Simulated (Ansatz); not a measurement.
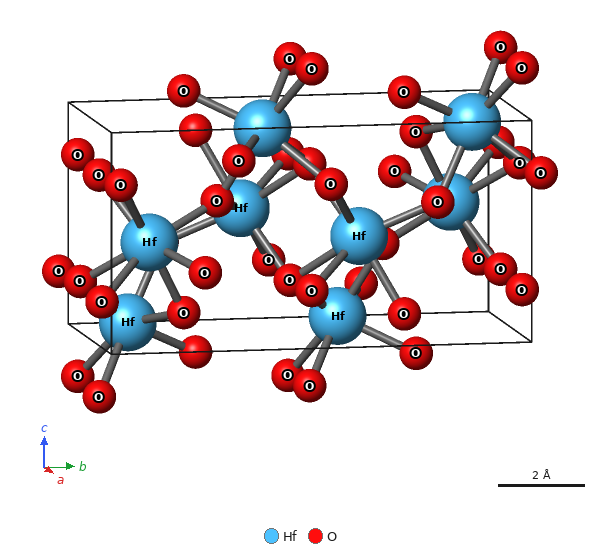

**Figure 1.** The structure as given in the input (ball-and-stick view of the cell of the calculation, seen slightly off an axis; bonded neighbours outside the cell are drawn too). An atom can appear more than once, as a periodic image. Near neighbours in the periodic cell (some may lie outside the picture): Hf has 7 O at 2.04 to 2.21 Å; O has 3 Hf at 2.04 to 2.16 Å; O has 4 Hf at 2.14 to 2.21 Å.

Run report: HfO₂, geometry relaxation (part 1 of 3)

- system: HfO₂ (24 atoms in the cell)
- method: DFT r2SCAN, scalar-relativistic, plane waves, PAW, no spin polarisation (Ansatz 0.2.0)

The structure derives from an entry of the Crystallography Open Database.

### The program's output
```
Engine: ansatz 0.2.0, x86_64-unknown-linux-gnu
Pseudopotentials: kind: paw
Pseudopotential: Hf, paw, valence charge 26, recommended cutoff 500 eV (meta_gga), Hf.paw.azcp
Pseudopotential: O, paw, valence charge 6, recommended cutoff 500 eV (meta_gga), O.paw.azcp
Functional definition: r2SCAN
  parameter k0 = 0.174
  parameter k1 = 0.065
  parameter a1 = 4.9479
  exchange = r2scan_x(k0 = k0, k1 = k1, a1 = a1)
  correlation = r2scan_c
Crystal: 24 atoms, lattice volume = 265.038 Å³
Basis set: ecut = 500 eV, 6761 PW (Γ), exchange–correlation on 160×300×160 points (64 copies of the dense FFT grid, shifted against one another)
Bands: 183, of which v1, the nominal top of the filled ones, is band 152 counted from 1 (151 counted from 0)
Symmetry: 8 space group operations
Space group: Pbca (ITA 61), of the structure as read, at distance tolerance 6.4e-5 Å
k-points: 48 of 144
Non-local potential: Hf, projectors of the file, l = 0: 3, l = 1: 2, l = 2: 2, l = 3: 3
Non-local potential: O, projectors of the file, l = 0: 2, l = 1: 2, l = 2: 1
PAW form: soft (Blöchl's): semilocal exchange-correlation on the pseudo side does not see the compensation charge
PAW frozen core: Hf, regenerated for the run's functional (the file was generated under x = pbe(κ = 0.804, μ = 0.2195149727645171), c = pbe(β = 0.06672455060314922))
PAW frozen core: O, regenerated for the run's functional (the file was generated under x = pbe(κ = 0.804, μ = 0.2195149727645171), c = pbe(β = 0.06672455060314922))
PAW one-centre angular grid: Hf, 974 points (default); XC on 160 Gauss nodes
PAW one-centre angular grid: O, 302 points (default); XC on 160 Gauss nodes
Initial density: superposition of atomic densities (neutral atoms: chi_scale 0, normalization atom), corrected by the library's trained network
Initial wavefunctions: pseudopotential atomic-orbital guess
Functional: x = r2scan, c = r2scan; τ floored in thin density (d = 2e-4 eV/Å³)
SCF iter   1: F=—  HF=-135010.701606 eV  |F-HF|=—  |Δ(HF+E_count)|=         —  Δρ=1.11e-2  dr2=2.74e-1  dr2_τ=1.67e0  ethr=1.77e-3  ⟨swp⟩=5.8  Hψ=27081  notcnv=0  defer=692
preconditioner: auto → Resta (q_TF=auto, 2.791 Å⁻¹)  ε∞=5.1  [insulator: Δε(μ)=5.030 eV  Ē_g=19.194 eV  σ=0.020 eV  W_gap=1.00  n_scr=104 (ndim 8)  ℏωp=38.7 eV  f_vac=0.029  D(μ)=0.00/eV (n_scr^D=0)  ε∞_Penn≈5.1]
SCF iter   2: F=—  HF=-135011.111464 eV  |F-HF|=—  |Δ(HF+E_count)|=   4.10e-1  Δρ=5.83e-3  dr2=7.00e-2  dr2_τ=1.09e-2  ethr=9.02e-5  ⟨swp⟩=2.0  Hψ=17751  notcnv=0  defer=1161
SCF iter   3: F=—  HF=-135011.104998 eV  |F-HF|=—  |Δ(HF+E_count)|=   6.47e-3  Δρ=3.59e-3  dr2=1.51e-2  dr2_τ=3.42e-3  ethr=2.30e-5  ⟨swp⟩=2.0  Hψ=12942  notcnv=0  defer=1161
SCF iter   4: F=—  HF=-135011.105071 eV  |F-HF|=—  |Δ(HF+E_count)|=   7.34e-5  Δρ=9.26e-4  dr2=1.75e-3  dr2_τ=3.14e-4  ethr=4.98e-6  ⟨swp⟩=2.0  Hψ=12925  notcnv=0  defer=1161
SCF iter   5: F=—  HF=-135011.105171 eV  |F-HF|=—  |Δ(HF+E_count)|=   9.98e-5  Δρ=2.21e-4  dr2=6.81e-5  dr2_τ=1.50e-5  ethr=5.74e-7  ⟨swp⟩=2.0  Hψ=14535  notcnv=0  defer=1161
SCF iter   6: F=—  HF=-135011.104715 eV  |F-HF|=—  |Δ(HF+E_count)|=   4.56e-4  Δρ=8.62e-5  dr2=1.70e-5  dr2_τ=2.99e-6  ethr=2.24e-8  ⟨swp⟩=2.0  Hψ=13383  notcnv=0  defer=1161
SCF iter   7: F=—  HF=-135011.104716 eV  |F-HF|=—  |Δ(HF+E_count)|=   1.54e-6  Δρ=1.81e-5  dr2=6.22e-7  dr2_τ=8.68e-8  ethr=5.60e-9  ⟨swp⟩=2.0  Hψ=13383  notcnv=0  defer=1161
SCF iter   8: F=—  HF=-135011.104717 eV  |F-HF|=—  |Δ(HF+E_count)|=   2.84e-7  Δρ=6.36e-6  dr2=1.09e-7  dr2_τ=9.52e-9  ethr=3.29e-11  ⟨swp⟩=14.0  Hψ=72655  notcnv=0
SCF iter   9: F=-135011.104717 eV  HF=-135011.104717 eV  |F-HF|=3.32e-9  |Δ(HF+E_count)|=   5.59e-9  Δρ=1.09e-6  dr2=2.91e-9  dr2_τ=3.34e-10  ethr=3.29e-11  ⟨swp⟩=7.2  Hψ=50628  notcnv=0
SCF 1 converged in 9 iterations: F = -135011.104717 eV  dr2 = 2.91e-9
  greatest PAW one-centre occupation: 0.999 electrons in one spin orbital (limit 2), on the Hf atom at site 6 (counted from 0), in its partial waves of l = 3
relax step   1: F+E_penalty+E_count = -135011.10471662 eV  Δ(F+E_penalty+E_count) = +0.000e0 eV  max|allowed force component| = 2.565e-2 eV/Å  Δτ_max = 0.0000 Å  P = +0.095 GPa  Ω = 265.038 Å³  (9 SCF iters, dr2 threshold 1.00e-7 eV, accepted)
Crystal: 24 atoms, lattice volume = 265.148 Å³
Initial density: handed on by an earlier stage of this run
Initial wavefunctions: those handed on with the density
iter 1 solved again at ethr=3.27e-8 eV; its pass at ethr=3.10e-3 eV (dr2=9.94e-5 eV) is discarded
SCF iter   1: F=—  HF=-135011.105025 eV  |F-HF|=—  |Δ(HF+E_count)|=         —  Δρ=2.66e-4  dr2=9.08e-5  dr2_τ=1.13e-3  ethr=3.27e-8  ⟨swp⟩=2.9  Hψ=32929  notcnv=0
preconditioner: auto → Resta (q_TF=auto, 2.791 Å⁻¹)  ε∞=5.1  [insulator: Δε(μ)=4.835 eV  Ē_g=19.012 eV  σ=0.020 eV  W_gap=1.00  n_scr=104 (ndim 8)  ℏωp=38.7 eV  f_vac=0.035  D(μ)=0.00/eV (n_scr^D=0)  ε∞_Penn≈5.1]
SCF iter   2: F=—  HF=-135011.105321 eV  |F-HF|=—  |Δ(HF+E_count)|=   2.96e-4  Δρ=1.34e-4  dr2=2.06e-5  dr2_τ=2.91e-6  ethr=2.99e-8  ⟨swp⟩=2.0  Hψ=16080  notcnv=0
SCF iter   3: F=—  HF=-135011.104797 eV  |F-HF|=—  |Δ(HF+E_count)|=   5.24e-4  Δρ=3.22e-5  dr2=2.14e-6  dr2_τ=2.68e-7  ethr=6.78e-9  ⟨swp⟩=2.0  Hψ=15278  notcnv=0
SCF iter   4: F=—  HF=-135011.104797 eV  |F-HF|=—  |Δ(HF+E_count)|=   3.02e-7  Δρ=1.40e-5  dr2=3.91e-7  dr2_τ=6.59e-8  ethr=7.02e-10  ⟨swp⟩=2.0  Hψ=16080  notcnv=0
SCF iter   5: F=—  HF=-135011.104797 eV  |F-HF|=—  |Δ(HF+E_count)|=   7.49e-8  Δρ=4.33e-6  dr2=5.54e-8  dr2_τ=5.06e-9  ethr=1.29e-10  ⟨swp⟩=2.0  Hψ=14146  notcnv=0
SCF iter   6: F=-135011.104797 eV  HF=-135011.104797 eV  |F-HF|=5.70e-9  |Δ(HF+E_count)|=   5.12e-9  Δρ=2.45e-6  dr2=1.15e-8  dr2_τ=2.02e-9  ethr=1.35e-11  ⟨swp⟩=12.2  Hψ=61031  notcnv=0
SCF 2 converged in 6 iterations: F = -135011.104797 eV  dr2 = 1.15e-8
  greatest PAW one-centre occupation: 0.999 electrons in one spin orbital (limit 2), on the Hf atom at site 7 (counted from 0), in its partial waves of l = 3
relax step   2: F+E_penalty+E_count = -135011.10479667 eV  Δ(F+E_penalty+E_count) = -8.005e-5 eV  max|allowed force component| = 9.385e-3 eV/Å  Δτ_max = 0.0010 Å  P = -0.021 GPa  Ω = 265.148 Å³  energy of the carried Pulay correction = -5.846e-5 eV  (6 SCF iters, dr2 threshold 4.11e-8 eV, accepted)
Crystal: 24 atoms, lattice volume = 265.130 Å³
Basis set: ecut = 500 eV, 6769 PW (Γ), exchange–correlation on 160×300×160 points (64 copies of the dense FFT grid, shifted against one another)
iter 1 solved again at ethr=1.58e-9 eV; its pass at ethr=3.10e-3 eV (dr2=4.79e-6 eV) is discarded
SCF iter   1: F=—  HF=-135011.104823 eV  |F-HF|=—  |Δ(HF+E_count)|=         —  Δρ=6.11e-5  dr2=4.58e-6  dr2_τ=5.82e-5  ethr=1.58e-9  ⟨swp⟩=3.0  Hψ=32527  notcnv=0
preconditioner: auto → Resta (q_TF=auto, 2.791 Å⁻¹)  ε∞=5.1  [insulator: Δε(μ)=4.836 eV  Ē_g=19.013 eV  σ=0.020 eV  W_gap=1.00  n_scr=104 (ndim 8)  ℏωp=38.7 eV  f_vac=0.035  D(μ)=0.00/eV (n_scr^D=0)  ε∞_Penn≈5.1]
SCF iter   2: F=—  HF=-135011.104840 eV  |F-HF|=—  |Δ(HF+E_count)|=   1.65e-5  Δρ=3.11e-5  dr2=1.06e-6  dr2_τ=1.59e-7  ethr=1.51e-9  ⟨swp⟩=2.0  Hψ=16080  notcnv=0
SCF iter   3: F=—  HF=-135011.104840 eV  |F-HF|=—  |Δ(HF+E_count)|=   5.59e-8  Δρ=6.26e-6  dr2=5.87e-8  dr2_τ=8.76e-9  ethr=3.47e-10  ⟨swp⟩=2.0  Hψ=14538  notcnv=0
SCF iter   4: F=—  HF=-135011.104840 eV  |F-HF|=—  |Δ(HF+E_count)|=   3.34e-8  Δρ=2.68e-6  dr2=1.23e-8  dr2_τ=2.82e-9  ethr=4.14e-12  ⟨swp⟩=10.7  Hψ=60749  notcnv=0
SCF iter   5: F=-135011.104840 eV  HF=-135011.104840 eV  |F-HF|=5.82e-11  |Δ(HF+E_count)|=   1.46e-9  Δρ=1.16e-6  dr2=2.02e-9  dr2_τ=3.01e-10  ethr=4.03e-12  ⟨swp⟩=7.0  Hψ=49047  notcnv=0
SCF 3 converged in 5 iterations: F = -135011.104840 eV  dr2 = 2.02e-9
  greatest PAW one-centre occupation: 0.999 electrons in one spin orbital (limit 2), on the Hf atom at site 5 (counted from 0), in its partial waves of l = 3
relax step   3: F+E_penalty+E_count = -135011.10483969 eV  Δ(F+E_penalty+E_count) = -4.303e-5 eV  max|allowed force component| = 3.732e-3 eV/Å  Δτ_max = 0.0002 Å  P = -0.008 GPa  Ω = 265.130 Å³  energy of the carried Pulay correction = -4.919e-5 eV  (5 SCF iters, dr2 threshold 1.26e-8 eV, accepted)
Initial wavefunctions: pseudopotential atomic-orbital guess (no wavefunctions were taken with the density)
iter 1 solved again at ethr=4.24e-8 eV; its pass at ethr=3.10e-3 eV (dr2=1.29e-4 eV) is discarded
SCF iter   1: F=—  HF=-135011.105391 eV  |F-HF|=—  |Δ(HF+E_count)|=         —  Δρ=1.10e-5  dr2=8.48e-9  dr2_τ=3.10e-9  ethr=4.24e-8  ⟨swp⟩=4.0  Hψ=55725  notcnv=0
eigensolver tolerance schedule: the retry pair's looser diagonalisation over-reported the residual by 15215.30 of it (diagonalisation noise at 0.26 of the residual, at the tolerance the schedule requests for it); recorded, not acted on — ethr = c·dr2/N_el stays at c = 1.0e-1
SCF iter   2: F=—  HF=-135011.104901 eV  |F-HF|=—  |Δ(HF+E_count)|=   4.90e-4  Δρ=5.62e-6  dr2=3.17e-9  dr2_τ=4.27e-8  ethr=2.79e-12  ⟨swp⟩=3.0  Hψ=22372  notcnv=0
SCF iter   3: F=—  HF=-135011.104901 eV  |F-HF|=—  |Δ(HF+E_count)|=   2.09e-7  Δρ=1.95e-6  dr2=5.45e-10  dr2_τ=4.99e-9  ethr=1.04e-12  ⟨swp⟩=2.0  Hψ=14544  notcnv=0
SCF iter   4: F=-135011.104902 eV  HF=-135011.104902 eV  |F-HF|=8.73e-11  |Δ(HF+E_count)|=   2.78e-8  Δρ=2.14e-7  dr2=6.54e-11  dr2_τ=3.36e-11  ethr=1.00e-12  ⟨swp⟩=6.2  Hψ=39369  notcnv=0
SCF 4 converged in 4 iterations: F = -135011.104902 eV  dr2 = 6.54e-11
relax step   4: F+E_penalty+E_count = -135011.10490152 eV  Δ(F+E_penalty+E_count) = -6.183e-5 eV  max|allowed force component| = 3.720e-3 eV/Å  Δτ_max = 0.0000 Å  P = -0.008 GPa  Ω = 265.130 Å³  stress off target by 1.21e-2 GPa  SCF on the basis re-selected at this cell (its energy is not comparable with the rows above)  (4 SCF iters)
```

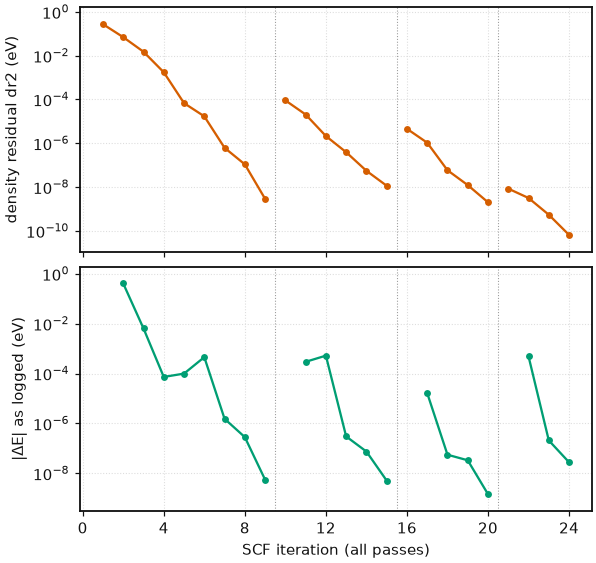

**Figure 2.** Convergence of the self-consistent field: density residual dr2 and size of the energy change against the SCF iteration. The dotted lines part the SCF passes of the relaxation: geometry steps, rejected trials and re-solves on a re-selected basis. The passes take 9, 6, 5 and 4 iterations.

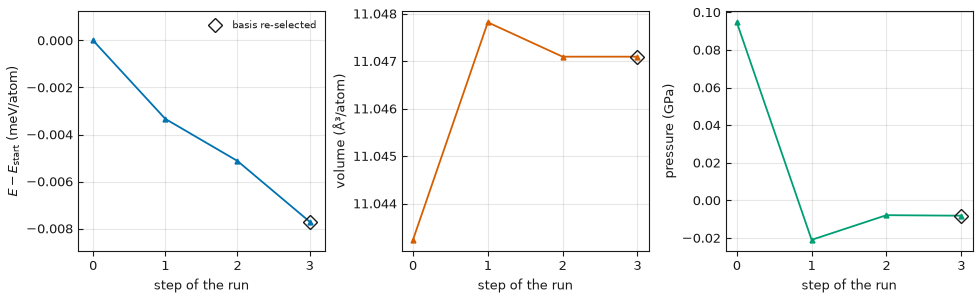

**Figure 3.** Progress of the relaxation, step by step (the first geometry is step 0 here and step 1 in the log). The energy falls by next to nothing (0.0 meV per atom) in 2 geometry steps. The largest force component goes from 0.026 to 0.0037 eV/Å. The pressure goes from 0.09 to −0.01 GPa. No atom moves by more than 0.005 Å relative to the cell. A last SCF at the same geometry on a re-selected plane-wave basis shifts the energy by next to nothing (0.0 meV per atom).

```
basis re-selected at this cell: Δ(F+E_penalty+E_count) = -6.183e-5 eV, ΔP = -0.000 GPa vs the last step (what re-selecting the basis moved, of the pressure what is left beyond the Pulay correction that the steps carried, after the strain that the cell walked since its last selection, with what the two solves' SCF thresholds leave and, on support functions, any second-order correction that the steps lacked; it is no measure of the basis error at this ecutwfc). This SCF's stress stands 1.21e-2 GPa from its target on what of the cell is left free (relax.cell.stress_tol is 5.00e-2 GPa) and its largest allowed force component is 3.72e-3 eV/Å (relax.f_tol is 5.00e-3 eV/Å): within both
SCF converged after 4 iterations
Free energy (F): -135011.104902 eV
Harris-Foulkes:  -135011.104902 eV  (|F-HF|=8.73e-11)
Internal energy: -135011.104902 eV  (E = F + TS)
E sigma→0 (E₀):  -135011.104902 eV
Fermi energy:    16.993788 eV
--- Per-component energies (eV) ---
  E_band       = 66.797602
  E_kinetic    = 6200.181378
  E_local      = -46846.588060  (includes V_loc(G=0)·N_el)
  E_nonlocal   = -9218.107588
  E_hartree    = 21479.409588
  E_xc         = -3448.600428
  E_vxc        = -4043.206451  (∫ρ·V_xc dr)
  E_paw        = -58174.310171  (= ΣΔE_a)
  E_vpaw       = 10794.389363  (= ΣTr[D̂ρ^β])
  E_aug_tail   = 0.016800  (compensation charges beyond the density's cutoff)
  E_vtau       = 221.293032  (kinetic-family band-sum trace: ∫τ·v_τ [+ j·A + Jᵃ·Aᵃ] dr)
  E_ewald      = -45005.167541
  E_core_change = 2.061120  (= ΣΔE_core)
  E_smearing   = -0.000000  (= −TS)
  E_closure    = 0.000000  (closes the sum)
  Σ components = -135011.104902   (vs F -135011.104902, Δ=0.00e0)
```
